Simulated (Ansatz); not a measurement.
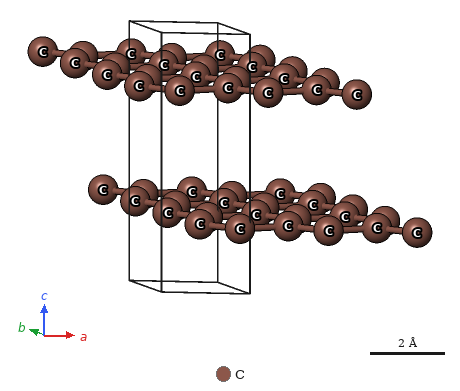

A crystal of C (set up in Cmme), before the relaxation. Style: ball-and-stick. Shown: the cell of the calculation, repeated 3 × 4 × 1 with one cell outlined, slightly off an axis.

Case: relaxed functional: r2SCAN.

These are results of DFT r2SCAN, scalar-relativistic, plane waves, PAW in Ansatz 0.2.0, not measurements.

Input file:
```yaml
crystal:
  lattice:
    - [1.22804797, -2.12706182, 0.0]
    - [1.22804797, 2.12706182, 0.0]
    - [0.0, 0.0, 7.17326776]
  atoms:
    - { symbol: C, position: [0.08337946, 0.91662054, 0.7531376] }
    - { symbol: C, position: [0.58337946, 0.41662054, 0.2468624] }
    - { symbol: C, position: [0.91662054, 0.08337946, 0.2468624] }
    - { symbol: C, position: [0.41662054, 0.58337946, 0.7531376] }
basis:
  ecutwfc: 500
kpoints:
  mp_grid: { grid: [18, 18, 6] }
hamiltonian:
  xc: r2scan
scf:
  occupations: { method: gaussian, width: 0.1 }
output:
  forces: true
  stress: true
  eigenvalues: true
relax:
  adjacent_minimum: "off"
  f_tol: 0.01
  max_steps: 60
  cell: { stress_tol: 0.05 }
```

Launched with:
```bash
ansatz run input.yaml --threads 1 --pin off --max-ram 2560MiB --backend cpu --events-out ev --progress --plain --runs-dir out
```

Where does the relaxation end?

Answer. The largest moves relative to the cell, 0.023 Å, are those of C1, C2, C3 and C4. C1 goes along −c. The drawn cell changes as follows: a = b unchanged at 2.456 Å, c 7.173 → 7.118 Å (−0.8 %); the volume changes by −0.8 %. The space group (tolerance 0.01 Å) goes from Cmme (No. 67) to Fmmm (No. 69). After 3 accepted moves (5 points after the start) the energy has fallen by 0.1 meV per atom. The largest force component goes from 0.022 to 0.0053 eV/Å. Pressure: −0.12 GPa at the start and −0.01 GPa at the end. The line search rejected the trial step at point 1 of the run. At 1 point the geometry stayed and the basis and grid were re-selected for the new cell (energy shift of less than 0.05 meV per atom at most each time).

History of the run:

```tsv
step	E − E(0), meV/atom	largest force component, eV/Å	pressure, GPa	volume, Å³/atom	note
0	0.00	0.0222	-0.12	9.369	
1	0.22	0.0148	-0.04	9.341	rejected
2	-0.11	0.0079	-0.05	9.338	
3	-0.14	0.0132	-0.23	9.299	
4	-0.14	0.0053	-0.01	9.295	
5	-0.13	0.0053	-0.01	9.295	same geometry, new basis
```

Limits of the set-up: layers or molecules are held without a dispersion correction, so their spacing is unreliable.
